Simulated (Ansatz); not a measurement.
Input file:

```
crystal:
  lattice:
    - [3.012752943, 0.0, 0.0]
    - [-1.5063764715, 2.6091205839, 0.0]
    - [0.0, 0.0, 3.4229768775]
  atoms:
    - { symbol: Mg, position: [0.0, 0.0, 0.0] }
    - { symbol: B, position: [0.3333333333, 0.6666666667, 0.5] }
    - { symbol: B, position: [0.6666666667, 0.3333333333, 0.5] }
basis:
  ecutwfc: 500
kpoints:
  mp_grid: { grid: [18, 18, 12] }
hamiltonian:
  xc: r2scan
scf:
  occupations: { method: gaussian, width: 0.1 }
output:
  forces: true
  stress: true
  eigenvalues: true
  write_density: true
  write_potential: true
  elf: true
  volumetric_format: npy
relax:
  adjacent_minimum: "off"
  f_tol: 0.01
  max_steps: 30
  cell: { stress_tol: 0.1, fix: [volume] }
```

Launched as:

```sh
ansatz run input.yaml --threads 1 --pin off --max-ram 2560MiB --backend cpu --events-out ev --progress --plain --runs-dir out
```

Below, planes, directions and counts refer to the conventional cell (a = 3.02 Å, b = 3.02 Å, c = 3.41 Å, α = 90.00°, β = 90.00°, γ = 120.00°).

The fields are those of the relaxed geometry.

Space group P6/mmm; changed on purpose from its base cell (volume × 0.94, shape and atoms relaxed); computed pressure about 10 GPa in this cell.

Theory: DFT r2SCAN, scalar-relativistic, plane waves, PAW (Ansatz 0.2.0).

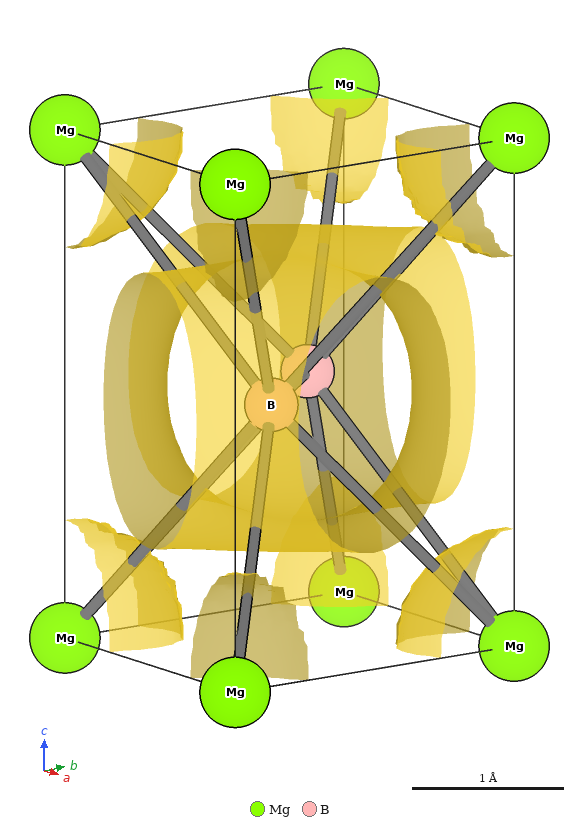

MgB2. Isosurface of the valence pseudo-density at 0.3 e/Å³ (yellow), seen slightly off an axis. Sticks mark near contacts.

Core electrons are frozen (PAW), and the valence fields are smoothed inside the atomic spheres.

Question: How is the density connected at this value?

Answer: At this value the density is joined into sheets; it holds about 85 % of the electrons treated as valence (semicore included). It bridges the shortest B–B (1.74 Å) contacts, where the density stays above the isovalue. It is pinched off along the shortest Mg–B (2.44 Å) contacts. On the grid the lowest density along these lines, outside the cores, is 0.88 e/Å³ (B–B, 1.74 Å) and 0.18 e/Å³ (Mg–B, 2.44 Å).

Question: Metal or insulator at this level of theory?

Answer: It is metallic or semimetallic at this level of theory: no gap opens.
